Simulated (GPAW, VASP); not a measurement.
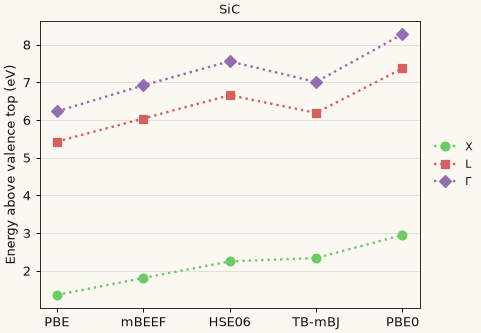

Lowest conduction level at each named k point, counted from the valence-band top at Γ, by several methods on one cell of zincblende SiC, space group F-43m (No. 216), 2 atoms in the primitive cell; cubic a = 4.358 Å. All runs are without spin-orbit coupling and carry no moments.

```csv
method,program,X (eV),L (eV),Γ (eV)
PBE,VASP,1.36,5.43,6.23
mBEEF,GPAW,1.81,6.04,6.92
HSE06,VASP,2.25,6.66,7.56
TB-mBJ,VASP,2.34,6.19,7.01
PBE0,VASP,2.95,7.37,8.28
```

Question: Estimate the G0W0@PBE values. It was run as: PBE, VASP PAW PBE potentials, release 64 (Si_GW, C_GW), 6×6×6 k mesh, 500 eV cutoff, Gaussian smearing of 0.01 eV (VASP 6.6.1), G0W0 with GW iterations 1, cutoff of the response function 150 eV, frequency points 48 and empty bands 77.

Answer: It starts from PBE, whose row gives 1.36 eV at X. G0W0@PBE gives 2.15 eV at X, 6.52 eV at L and 7.34 eV at Γ, which is +0.79 eV from PBE at X.

Question: Does G0W0@PBE shift these levels rigidly from PBE?

Answer: The shifts are +0.79 eV at X, +1.09 eV at L and +1.11 eV at Γ: a spread of 0.32 eV on a mean of 1.00 eV, so one shift describes them only roughly.

Question: How do the methods rank at X?

Answer: From low to high: PBE 1.36, mBEEF 1.81, G0W0@PBE 2.15, HSE06 2.25, TB-mBJ 2.34, PBE0 2.95 eV. Too close to rank are G0W0@PBE against HSE06 (different potentials, meshes and cutoffs) and HSE06 against TB-mBJ.

Settings. PBE: VASP PAW PBE potentials, release 64 (Si, C), 10×10×10 k mesh, 520 eV cutoff, Gaussian smearing of 0.03 eV (VASP). mBEEF: GPAW PAW data sets (gpaw-data 1.2.1), 10×10×10 k mesh, 800 eV cutoff, Fermi-Dirac smearing of 0.05 eV (GPAW 26.7.0). HSE06: VASP PAW PBE potentials, release 64 (Si, C), 10×10×10 k mesh, 520 eV cutoff, Gaussian smearing of 0.03 eV (VASP). TB-mBJ: VASP PAW PBE potentials, release 64 (Si, C), 10×10×10 k mesh, 520 eV cutoff, Gaussian smearing of 0.03 eV (VASP). PBE0: VASP PAW PBE potentials, release 64 (Si, C), 10×10×10 k mesh, 520 eV cutoff, Gaussian smearing of 0.03 eV (VASP).

These are six of the 20 methods that were run on this cell. The runs come from different programs and meshes, which adds differences of its own. mBEEF, HSE06, TB-mBJ and PBE0: the PAW data sets were made with another functional. LDA, GGA and most meta-GGA functionals understate gaps. G0W0@PBE: bands, screening cutoff and mesh are small and nothing is extrapolated, so the quasiparticle values aren't converged. TB-mBJ: this is a model potential built to give gaps, with no total energy. The GW values are at finite bands, cutoffs and mesh, short of the basis limit.
